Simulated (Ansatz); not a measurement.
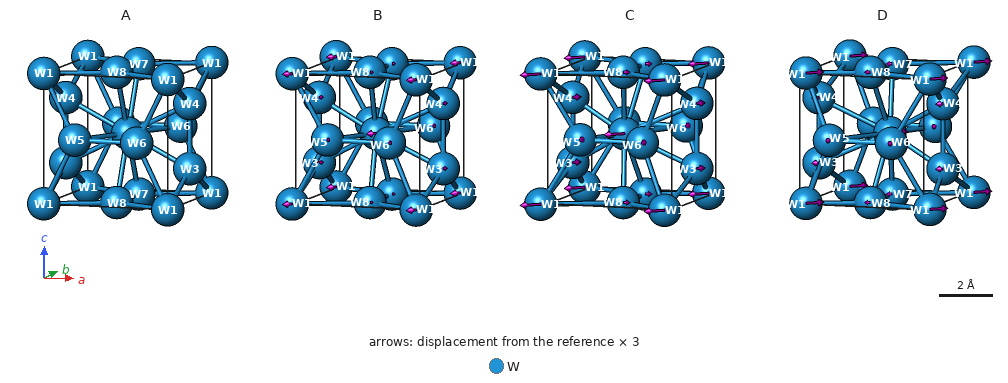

Energy scan for solid W (Pm-3n), in which a normal mode at the zone centre (one arbitrary combination within a set of 3 degenerate modes) is frozen in with the cell fixed, the amplitude being the largest displacement of an atom. A ball-and-stick model of the cell of the calculation, seen slightly off an axis. Purple arrows: displacements from the reference.

All numbers below come from DFT PBEsol, scalar-relativistic, plane waves, PAW (Ansatz). Settings: plane-wave cutoff 420 eV; k-point mesh 8 × 8 × 8; occupations gaussian; smearing width 0.15 eV; no spin polarisation. Energies (free energies at the smearing named) are counted from the relaxed crystal.

Order these geometries by energy, lowest first.

Answer. Lowest first: A (the amplitude 0.00 Å, 0.00 eV/cell), B (the amplitude −0.15 Å, 0.75 eV/cell), D (the amplitude 0.2625 Å, 2.25 eV/cell), C (the amplitude −0.30 Å, 2.91 eV/cell). Over the whole scan: the harmonic wavenumber of the mode is 189 cm⁻¹, a stable vibration. Of the computed points the lowest is at the amplitude 0.00 Å, 0.00 eV/cell. The end points stand at 2.91 eV/cell (−0.30 Å) and 2.91 eV/cell (0.30 Å). The well is symmetric. At the highest point the shortest interatomic distance is 2.44 Å, against 2.52 Å in the reference.
